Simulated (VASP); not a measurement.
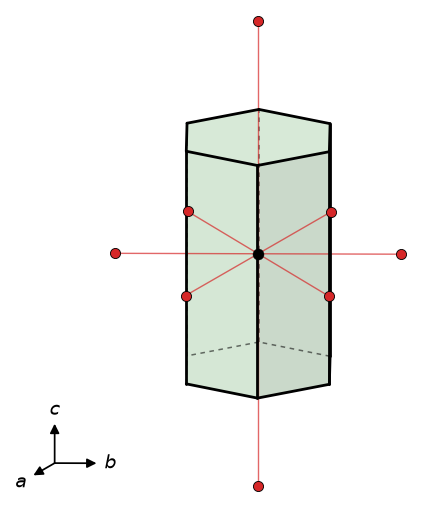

The Wigner–Seitz cell of the crystal's lattice, with lines to the lattice points that define its faces. Crystal: HfN, a cell listed in the Materials Project, as set up for an electronic-structure calculation. All values are computed from the atomic coordinates in the standard setting (tolerance 0.002 Å).

a = 3.134 Å, b = 3.134 Å, c = 5.417 Å, α = 90.00°, β = 90.00°, γ = 120.00°; space group P6_3/mmc (No. 194).

Which of Fedorov's five parallelohedra is it?

Answer. A hexagonal prism: 8 faces (6 with 4 edges, 2 with 6 edges), 18 edges, 12 vertices. Its volume is that of the primitive cell, 46.1 Å³.

Which lattice vectors do the faces bisect?

Answer.
| example | length (Å) | faces | edges of each | area (Å²) |
| --- | --- | --- | --- | --- |
| a + b | 3.13 | 6 | 4 | 9.8 |
| c | 5.42 | 2 | 6 | 8.5 |
